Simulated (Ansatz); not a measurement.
System: rocksalt AgBr, space group Fm-3m (No. 225), 2 atoms in the primitive cell, relaxed with r2SCAN.

```cif
data_structure
_symmetry_space_group_name_H-M 'P 1'
_symmetry_Int_Tables_number 1
_cell_length_a 4.0909
_cell_length_b 4.0909
_cell_length_c 4.0909
_cell_angle_alpha 60.000
_cell_angle_beta 60.000
_cell_angle_gamma 60.000
_cell_volume 48.41
loop_
_atom_site_label
_atom_site_type_symbol
_atom_site_fract_x
_atom_site_fract_y
_atom_site_fract_z
_atom_site_occupancy
Ag1 Ag 0.00000 0.00000 0.00000 1
Br1 Br 0.50000 0.50000 0.50000 1
```

Ansatz 0.2.0; PBE, Ansatz PAW set, no spin polarisation, no spin-orbit coupling, 8×8×8 k mesh, 420 eV cutoff.

Predict the main features of the band structure and density of states. The path is Γ–X–U|K–Γ–L–W–X.

The material is gapped. The gap along this path is 0.68 eV and indirect, from the valence-band top at L to the conduction-band bottom at Γ; the smallest direct gap is 2.53 eV, at Γ. Two bands meet at the valence-band top at L: it is doubly degenerate (spin aside). The top valence band spans 2.2 eV and the lowest conduction band 4.2 eV. The direct gaps are 5.22 eV at W, 3.88 eV at X and 3.80 eV at L.

Spin-orbit coupling is left out, which matters for Br. LDA, GGA and most meta-GGA functionals understate gaps.

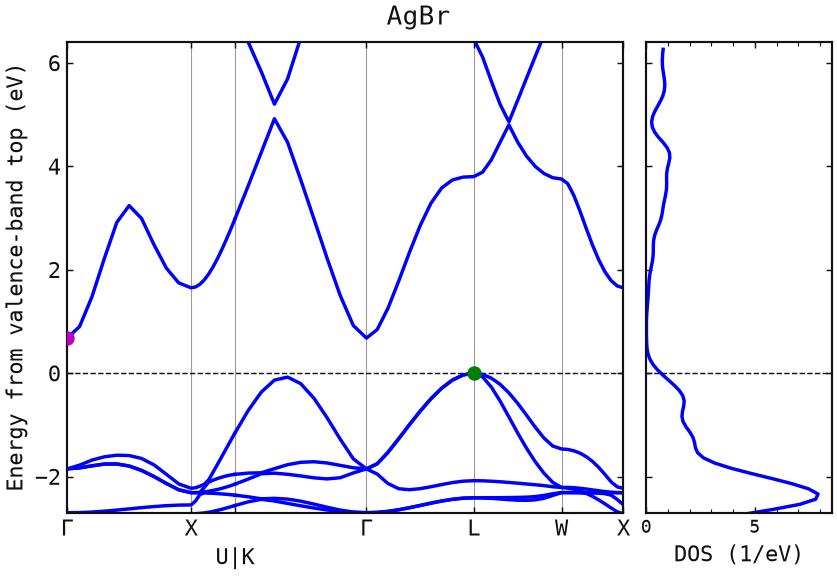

Band structure and density of states. Energies are counted from the top of the valence band. The DOS curve is built from the levels of the k mesh with Gaussians 0.55 eV wide, which also blur the band edges; ripples of that width can come from the mesh.
